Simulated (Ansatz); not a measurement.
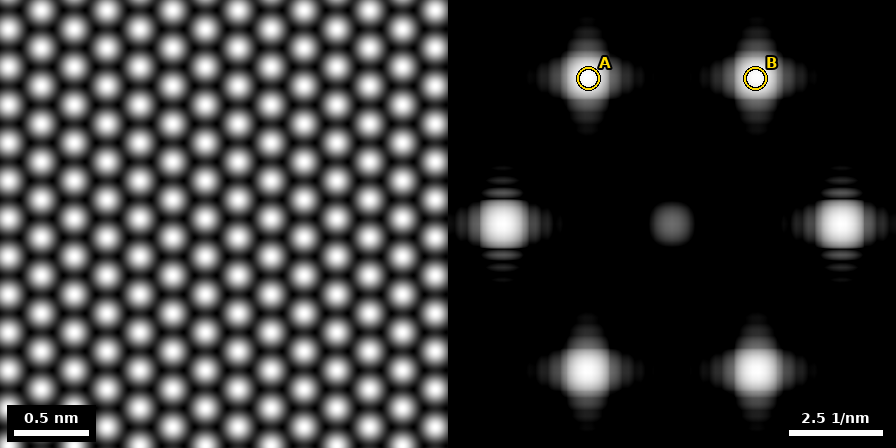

Z-contrast image of a crystal. The image is simulated as a sum over atoms of Z^1.6, blurred by a 1.28 Å probe (no channelling). The probe carries 15 % of its weight in a tail 2.5 times as wide. The display is stretched by a gamma of 0.65; percentages refer to the linear signal.

The right panel is the modulus of the image's Fourier transform on a logarithmic scale.

### Which lattice spacings do the marked spots stand for, and what angle do A and B enclose?

A: 2.2 Å, B: 2.2 Å; A and B enclose about 60°.

The crystal is Ir (P6/mmm, No. 191) along [001]; the spots are (-2 1 0) and (-1 2 0). Model: the geometry relaxed with DFT, RPBE, plane waves (420 eV) with PAW, scalar-relativistic (Ansatz); the starting structure was generated, so it need not be a known form of this composition.
